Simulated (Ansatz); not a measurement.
```
Si Ni
1.0
     5.44683   -2.72341    2.72341
     0.00000    2.72341    2.72341
    -5.44683   -2.72341    2.72341
Si Ni
8 4
Direct
  0.38778 0.50000 0.12500
  0.88778 0.00000 0.12500
  0.86222 0.50000 0.62500
  0.36222 0.00000 0.62500
  0.61222 0.50000 0.87500
  0.11222 0.00000 0.87500
  0.13778 0.50000 0.37500
  0.63778 0.00000 0.37500
  0.76799 0.50000 0.25000
  0.26799 0.00000 0.25000
  0.23201 0.50000 0.75000
  0.73201 0.00000 0.75000
```

Space group C2/m; computed without spin polarisation.

Theory: DFT PBE, scalar-relativistic, plane waves, PAW in Ansatz 0.2.0.

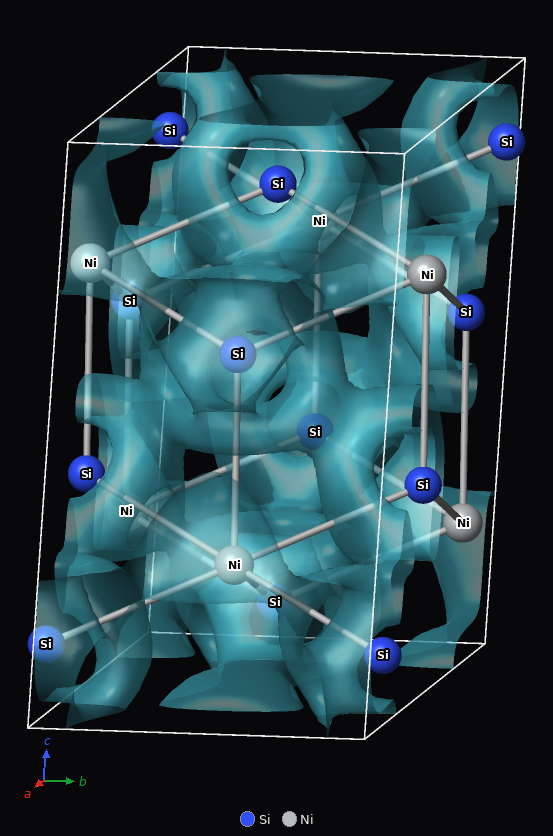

Si2Ni. Isosurface of the electron localisation function at 0.6 (cyan), seen slightly off an axis. Only the valence region is drawn (cores and ρ < 0.01 e/Å³ removed). Sticks mark near contacts.

### Where are the electrons localised?

The surface consists of one network that runs through the whole crystal, counted in one cell of 12 atoms. Any copies at cell faces, edges or corners count once.

Values along the shortest contacts:
Si–Ni (2.33 Å): the ELF peaks at about 0.80 in the valence shell of Si, 0.9 Å from its nucleus, and is about 0.55 at the midpoint. Si–Ni (2.37 Å): the ELF peaks at about 0.75 in the valence shell of Si, 0.9 Å from its nucleus, and is about 0.50 at the midpoint.

### Does the calculation make it a metal, or give it a gap?

It is metallic or semimetallic at this level of theory: no gap opens.
